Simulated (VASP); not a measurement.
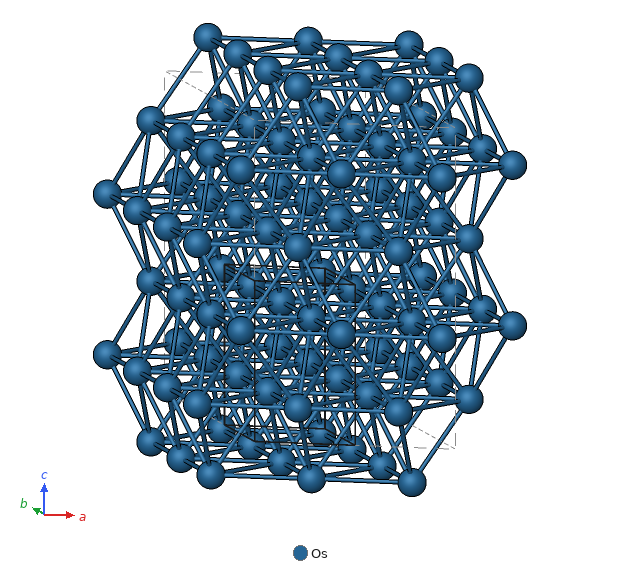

System Os (space group P6_3/mmc, No. 194); source of the atomic positions: the geometry relaxed with VASP 6.6.1, VASP Kohn-Sham DFT of a periodic cell, PBE, VASP PAW PBE potentials, recommended.

Bonds are taken as Os–Os below 3.1 Å. Simplification: prune 0- and 1-connected atoms, fold 2-connected ones into links.

> What kind of net remains, and which atoms are its nodes?

A uninodal 12-connected, three-periodic net: Os is a 12-connected node.

> Name the underlying net.

It is the hcp net, known from hexagonal close packing.

> Is the net interpenetrated?

It is a single net, without interpenetration.

> How many nodes does the smallest cycle have?

Three.

> Give the point symbol of each node (shortest cycle at each angle).

Os: 3²⁴·4³³·5⁹.

The simplified net, drawn on the atoms' positions. Nodes are coloured by element. Edges to nodes outside the piece are drawn as stubs.

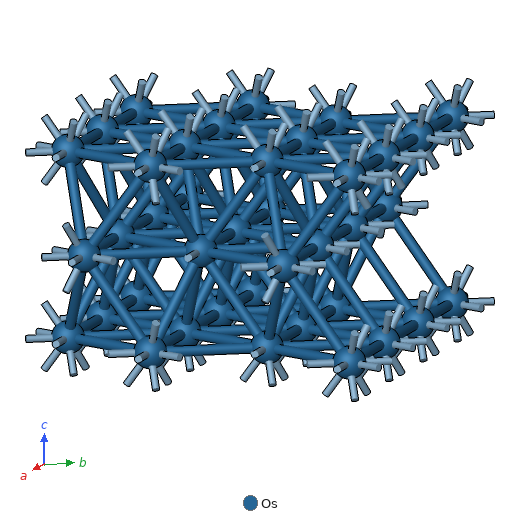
